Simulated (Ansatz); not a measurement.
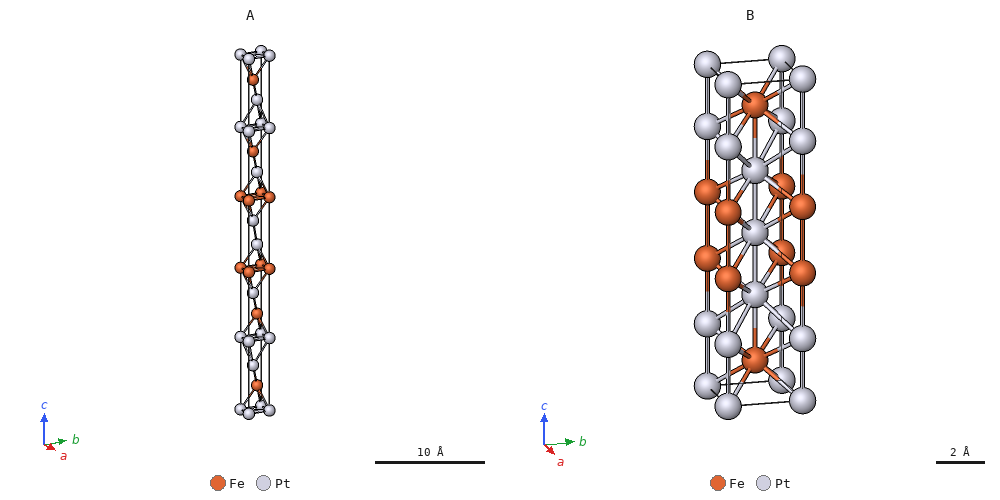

Two structures of Fe$_{2}$Pt$_{3}$, each relaxed to rest (conventional cells in solid outline, small ones repeated, not to one scale). Method: DFT PBE, scalar-relativistic, plane waves, PAW (Ansatz 0.2.0), with collinear spins.

> Describe A and B.

A: 15 atoms a cell on a rhombohedral (trigonal R) lattice, R-3m. B: 10 atoms a cell on a body-centred tetragonal lattice, I4/mmm.

> Which polymorph is favoured?

A is lower, by 34 meV/atom at this level of theory (energies at zero smearing). Volumes: A 14.5, B 14.7 Å³/atom.

One or both may be structure types tried for this composition rather than known phases.
